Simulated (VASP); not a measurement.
# BN: one change and its effect

System: BN (P6₃/mmc, 4 atoms in the cell).
Method of run 1: Kohn-Sham DFT of a periodic cell, r2SCAN with rVV10, VASP PAW PBE potentials, recommended, no spin polarisation (VASP 6.6.1).

The structure derives from an entry of the Crystallography Open Database. 

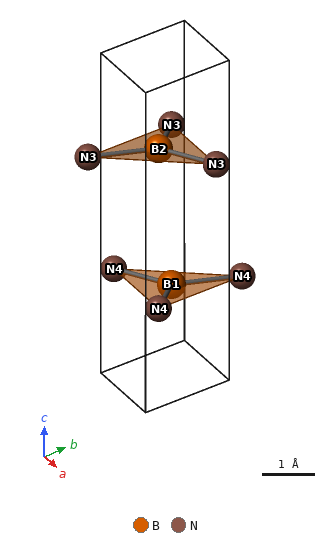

Fig. 1: The starting structure (polyhedral view of the cell of the calculation, seen slightly off an axis; polyhedra are completed across the faces of the cell; atoms are numbered from 1 in the order of the input).

**INCAR, run 1**
```
SYSTEM = BN
PREC = Accurate ; ENCUT = 600
EDIFF = 1E-7 ; ISMEAR = 0
SIGMA = 0.02 ; LREAL = .FALSE.
LASPH = .TRUE. ; NELM = 80
ALGO = Normal ; ISIF = 3
LWAVE = .FALSE. ; LCHARG = .FALSE.
METAGGA = R2SCAN ; LMIXTAU = .TRUE.
LUSE_VDW = .TRUE. ; IVDW_NL = 2
BPARAM = 11.95 ; CPARAM = 0.0093
IBRION = 2 ; NSW = 90
EDIFFG = -0.005
```

**KPOINTS, run 1**
```
regular mesh
0
G
  12 12 4
  0 0 0
```

**POSCAR, run 1**
```
BN
1.0
    2.5400000000      0.0000000000      0.0000000000
   -1.2700000000      2.1997045300      0.0000000000
    0.0000000000      0.0000000000      6.5980000000
B N
2 2
Direct
    0.3333333300      0.6666666700      0.2500000000
    0.6666666700      0.3333333300      0.7500000000
    0.3333333300      0.6666666700      0.7500000000
    0.6666666700      0.3333333300      0.2500000000
```

Launched with:
```bash
cat potpaw_PBE.64/B/POTCAR potpaw_PBE.64/N/POTCAR > POTCAR
mpirun -np 1 vasp_std > vasp.out
```

Hardware: 1 thread of Intel Xeon (Granite Rapids), 64 GiB of memory available, shared host.

**OSZICAR and lines of OUTCAR (run 1)**
```
N       E                     dE             d eps       ncg     rms          rms(c)
DAV:   1     0.677598401701E+02    0.67760E+02   -0.92222E+03  1368   0.142E+03
DAV:   2    -0.409685476910E+02   -0.10873E+03   -0.98709E+02  2108   0.299E+02
DAV:   3    -0.459619736607E+02   -0.49934E+01   -0.49549E+01  1760   0.653E+01
DAV:   4    -0.460142803371E+02   -0.52307E-01   -0.52278E-01  1680   0.714E+00
DAV:   5    -0.460150247768E+02   -0.74444E-03   -0.74423E-03  1744   0.850E-01    0.105E+01
DAV:   6    -0.399706538688E+02    0.60444E+01   -0.61802E+00  1584   0.210E+01    0.547E+00
DAV:   7    -0.377426596910E+02    0.22280E+01   -0.61340E-01  1696   0.875E+00    0.284E+00
[...]
DAV:   1    -0.382543943575E+02   -0.35672E-02   -0.12256E-01  1368   0.317E+00    0.298E-01
DAV:   2    -0.382516600650E+02    0.27343E-02   -0.43412E-03  1536   0.679E-01    0.129E-01
DAV:   3    -0.382508984194E+02    0.76165E-03   -0.17390E-03  1592   0.355E-01    0.427E-02
DAV:   4    -0.382508829780E+02    0.15441E-04   -0.26773E-04  1492   0.202E-01    0.166E-02
DAV:   5    -0.382508613479E+02    0.21630E-04   -0.17933E-04  1432   0.179E-01    0.818E-03
DAV:   6    -0.382509210478E+02   -0.59700E-04   -0.47398E-05  1368   0.982E-02    0.421E-03
DAV:   7    -0.382509221028E+02   -0.10551E-05   -0.43111E-06  1488   0.300E-02    0.139E-03
DAV:   8    -0.382509247903E+02   -0.26874E-05   -0.99353E-07  1532   0.142E-02    0.446E-04
DAV:   9    -0.382509247513E+02    0.38955E-07   -0.26348E-07  1416   0.726E-03
  12 F= -.38250925E+02 E0= -.38250925E+02  d E =-.951782E-03
[... from OUTCAR:]
  free energy    TOTEN  =       -38.25092475 eV
  energy without entropy =      -38.25092475  energy(sigma->0) =      -38.25092475
 E-fermi :   2.3759     XC(G=0): -10.9696     alpha+bet :-11.2461
  free  energy   TOTEN  =       -38.2509247513 eV
  energy  without entropy=      -38.2509247513  energy(sigma->0) =      -38.25092475
```

For run 2 the input was changed thus:
```diff
-LUSE_VDW = .TRUE. ; IVDW_NL = 2
-BPARAM = 11.95 ; CPARAM = 0.0093
```

How does run 2 compare with run 1?

The total energies belong to different models, so their difference says nothing on which is more stable or more accurate. The gap on the mesh goes from 4.79 to 4.92 eV. The volume per atom goes from 8.80 to 9.28 Å³. The SCF takes 159 iterations over all geometry steps against 133.

**OSZICAR and lines of OUTCAR (run 2)**
```
N       E                     dE             d eps       ncg     rms          rms(c)
DAV:   1     0.676211364045E+02    0.67621E+02   -0.92287E+03  1368   0.142E+03
DAV:   2    -0.413322240338E+02   -0.10895E+03   -0.98930E+02  2108   0.300E+02
DAV:   3    -0.463303367047E+02   -0.49981E+01   -0.49597E+01  1760   0.653E+01
DAV:   4    -0.463828103698E+02   -0.52474E-01   -0.52444E-01  1680   0.715E+00
DAV:   5    -0.463835606002E+02   -0.75023E-03   -0.75001E-03  1740   0.854E-01    0.106E+01
DAV:   6    -0.403109911733E+02    0.60726E+01   -0.62538E+00  1576   0.212E+01    0.548E+00
DAV:   7    -0.380868360822E+02    0.22242E+01   -0.61835E-01  1712   0.879E+00    0.285E+00
[...]
DAV:   5    -0.385999293818E+02    0.18208E-03   -0.34522E-04  1392   0.227E-01    0.926E-03
DAV:   6    -0.386002049053E+02   -0.27552E-03   -0.76548E-05  1384   0.105E-01    0.551E-03
DAV:   7    -0.386002127337E+02   -0.78284E-05   -0.77593E-06  1472   0.328E-02    0.277E-03
DAV:   8    -0.386002238066E+02   -0.11073E-04   -0.87019E-07  1636   0.109E-02    0.775E-04
DAV:   9    -0.386002220740E+02    0.17326E-05   -0.17543E-07  1316   0.503E-03    0.308E-04
DAV:  10    -0.386002243532E+02   -0.22792E-05   -0.44747E-08  1116   0.250E-03    0.954E-05
DAV:  11    -0.386002224462E+02    0.19070E-05   -0.19806E-08   948   0.177E-03    0.130E-04
DAV:  12    -0.386002227417E+02   -0.29548E-06   -0.23648E-09   740   0.836E-04    0.616E-05
DAV:  13    -0.386002227553E+02   -0.13640E-07   -0.12862E-10   700   0.136E-04
  12 F= -.38600223E+02 E0= -.38600223E+02  d E =-.559361E-04
[... from OUTCAR:]
  free energy    TOTEN  =       -38.60022276 eV
  energy without entropy =      -38.60022276  energy(sigma->0) =      -38.60022276
 E-fermi :   1.9335     XC(G=0): -10.5358     alpha+bet :-10.6585
  free  energy   TOTEN  =       -38.6002227553 eV
  energy  without entropy=      -38.6002227553  energy(sigma->0) =      -38.60022276
```

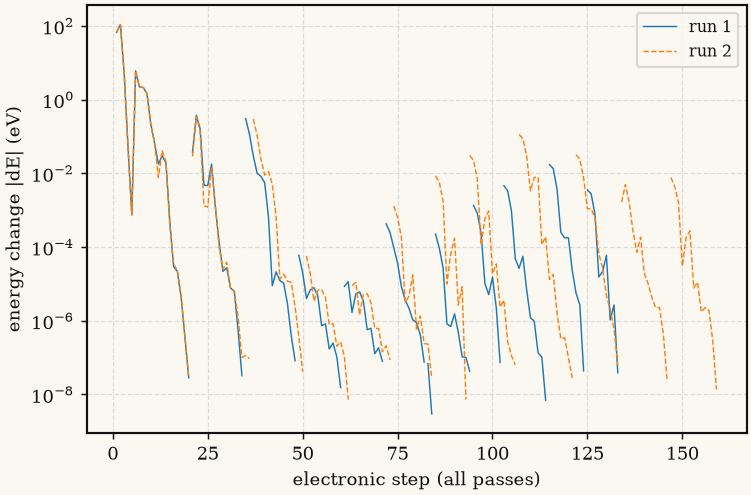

Fig. 2: Convergence of the two runs: energy change |dE| against the electronic step. A break in a curve parts two SCF passes. Run 1 takes 133 steps in all, and run 2 takes 159.

**The two runs side by side**

| quantity | run 1 | run 2 |
| --- | --- | --- |
| outcome | converged | converged |
| free energy per atom (eV) | −9.5627 | −9.6501 |
| gap on the mesh (eV) | 4.79 | 4.92 |
| pressure (GPa) | −0.03 | 0.00 |
| volume per atom (Å³) | 8.80 | 9.28 |
| largest force (eV/Å) | 0.000 | 0.000 |
| SCF iterations | 133 | 159 |
| irreducible k-points | 57 | 57 |
